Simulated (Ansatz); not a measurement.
TiO: single-point calculation (part 3 of 3)

TiO (6 atoms in the cell); DFT PBEsol+U, scalar-relativistic, plane waves, PAW, Ueff = 4 eV on Ti d (Ansatz 0.2.0); cutoff 420 eV, 10×10×10 k-mesh, Gaussian smearing of 0.05 eV, collinear spins. The structure derives from a Materials Project entry. The run did not end well. It belongs to a series of runs on one base structure; here: large parallel starting moments.

Geometry of the input (Å; fractional positions):
```
4.0867  0.0000  0.0000
0.0000  4.0867  0.0000
0.0000  0.0000  4.0867
Ti 0.5000  0.5000  0.0000
Ti 0.0000  0.5000  0.5000
Ti 0.5000  0.0000  0.5000
O  0.0000  0.5000  0.0000
O  0.5000  0.0000  0.0000
O  0.0000  0.0000  0.5000
```

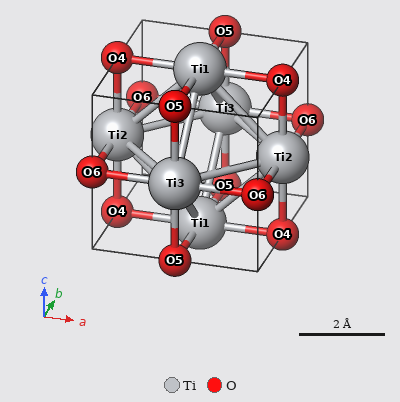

The input geometry (ball-and-stick view of the cell of the calculation, seen at an oblique angle; atoms are numbered from 1 in the order of the input). An atom can appear more than once, as a periodic image.

## The program's output, continued
```
SCF iter  67: F=—  HF=-9100.951090 eV  |F-HF|=—  |Δ(HF+E_count)|=   1.34e-2  Δρ=2.24e-3 (↑2.24e-3 ↓1.67e-3)  dr2=1.96e-3  dr2_m=2.09e-3  M=1.402 μB ∫|m|=3.004 μB  β_m=0.37  ethr=4.30e-9  ⟨swp⟩=1.1  Hψ=65919  notcnv=0  recentre
SCF iter  68: F=—  HF=-9100.939609 eV  |F-HF|=—  |Δ(HF+E_count)|=   1.15e-2  Δρ=9.08e-4 (↑9.08e-4 ↓7.24e-4)  dr2=2.03e-4  dr2_m=3.78e-4  M=1.215 μB ∫|m|=2.928 μB  β_m=0.39  ethr=4.30e-9  ⟨swp⟩=1.0  Hψ=64548  notcnv=0
SCF iter  69: F=—  HF=-9100.936099 eV  |F-HF|=—  |Δ(HF+E_count)|=   3.51e-3  Δρ=4.13e-4 (↑4.13e-4 ↓3.57e-4)  dr2=3.97e-5  dr2_m=8.38e-5  M=1.098 μB ∫|m|=2.901 μB  β_m=0.78  ethr=4.30e-9  ⟨swp⟩=1.0  Hψ=62901  notcnv=0
SCF iter  70: F=—  HF=-9100.934892 eV  |F-HF|=—  |Δ(HF+E_count)|=   1.21e-3  Δρ=4.80e-4 (↑4.80e-4 ↓4.15e-4)  dr2=5.98e-5  dr2_m=1.13e-4  M=1.061 μB ∫|m|=2.893 μB  β_m=0.49  ethr=4.30e-9  ⟨swp⟩=1.0  Hψ=57473  notcnv=0
SCF iter  71: F=—  HF=-9100.931714 eV  |F-HF|=—  |Δ(HF+E_count)|=   3.18e-3  Δρ=7.63e-4 (↑7.63e-4 ↓6.25e-4)  dr2=1.37e-4  dr2_m=2.74e-4  M=0.989 μB ∫|m|=2.888 μB  β_m=0.35  ethr=4.30e-9  ⟨swp⟩=1.0  Hψ=61871  notcnv=0  recentre
SCF iter  72: F=—  HF=-9100.933403 eV  |F-HF|=—  |Δ(HF+E_count)|=   1.69e-3  Δρ=5.71e-4 (↑5.71e-4 ↓4.71e-4)  dr2=1.03e-4  dr2_m=1.51e-4  M=1.020 μB ∫|m|=2.890 μB  β_m=0.25  ethr=4.30e-9  ⟨swp⟩=1.0  Hψ=57303  notcnv=0
SCF iter  73: F=—  HF=-9100.930957 eV  |F-HF|=—  |Δ(HF+E_count)|=   2.45e-3  Δρ=8.52e-4 (↑8.52e-4 ↓6.92e-4)  dr2=1.70e-4  dr2_m=3.39e-4  M=0.978 μB ∫|m|=2.886 μB  β_m=0.41  ethr=4.30e-9  ⟨swp⟩=1.0  Hψ=59429  notcnv=0
SCF iter  74: F=—  HF=-9100.931800 eV  |F-HF|=—  |Δ(HF+E_count)|=   8.43e-4  Δρ=7.59e-4 (↑7.59e-4 ↓6.13e-4)  dr2=1.52e-4  dr2_m=2.65e-4  M=0.990 μB ∫|m|=2.887 μB  β_m=0.70  ethr=4.30e-9  ⟨swp⟩=1.0  Hψ=48394  notcnv=0
SCF iter  75: F=—  HF=-9100.933106 eV  |F-HF|=—  |Δ(HF+E_count)|=   1.31e-3  Δρ=6.11e-4 (↑6.11e-4 ↓4.85e-4)  dr2=1.27e-4  dr2_m=1.66e-4  M=1.013 μB ∫|m|=2.889 μB  β_m=0.01  ethr=4.30e-9  ⟨swp⟩=1.0  Hψ=52611  notcnv=0
SCF iter  76: F=—  HF=-9100.933578 eV  |F-HF|=—  |Δ(HF+E_count)|=   4.72e-4  Δρ=5.78e-4 (↑5.78e-4 ↓4.53e-4)  dr2=1.36e-4  dr2_m=1.43e-4  M=1.024 μB ∫|m|=2.888 μB  β_m=0.04  ethr=4.30e-9  ⟨swp⟩=1.0  Hψ=47804  notcnv=0
SCF iter  77: F=—  HF=-9100.934752 eV  |F-HF|=—  |Δ(HF+E_count)|=   1.17e-3  Δρ=4.84e-4 (↑4.84e-4 ↓4.49e-4)  dr2=4.08e-5  dr2_m=1.23e-4  M=1.059 μB ∫|m|=2.902 μB  β_m=0.09  ethr=4.30e-9  ⟨swp⟩=1.0  Hψ=57774  notcnv=0
SCF iter  78: F=—  HF=-9100.938233 eV  |F-HF|=—  |Δ(HF+E_count)|=   3.48e-3  Δρ=6.96e-4 (↑6.96e-4 ↓4.93e-4)  dr2=1.37e-4  dr2_m=2.02e-4  M=1.177 μB ∫|m|=2.918 μB  β_m=0.05  ethr=4.30e-9  ⟨swp⟩=1.0  Hψ=63116  notcnv=0
SCF iter  79: F=—  HF=-9100.948776 eV  |F-HF|=—  |Δ(HF+E_count)|=   1.05e-2  Δρ=2.06e-3 (↑2.06e-3 ↓1.51e-3)  dr2=1.61e-3  dr2_m=1.76e-3  M=1.373 μB ∫|m|=2.986 μB  β_m=0.06  ethr=4.30e-9  ⟨swp⟩=1.0  Hψ=64913  notcnv=0  recentre
SCF iter  80: F=—  HF=-9100.939002 eV  |F-HF|=—  |Δ(HF+E_count)|=   9.77e-3  Δρ=8.01e-4 (↑8.01e-4 ↓6.41e-4)  dr2=1.24e-4  dr2_m=3.01e-4  M=1.200 μB ∫|m|=2.926 μB  β_m=0.02  ethr=4.30e-9  ⟨swp⟩=1.0  Hψ=63648  notcnv=0
```

## Outcome

- outcome: stopped at the time limit
- space group (tolerance 0.01 Å): Pm-3m (221)
- wall time: 11 min
- peak memory: 1.3 GiB

## What went wrong

The run was cut off by its time limit, so the output is incomplete. The electronic state found may not be the lowest one. Notes on the run: the search outside the symmetry group is no proof of a minimum.
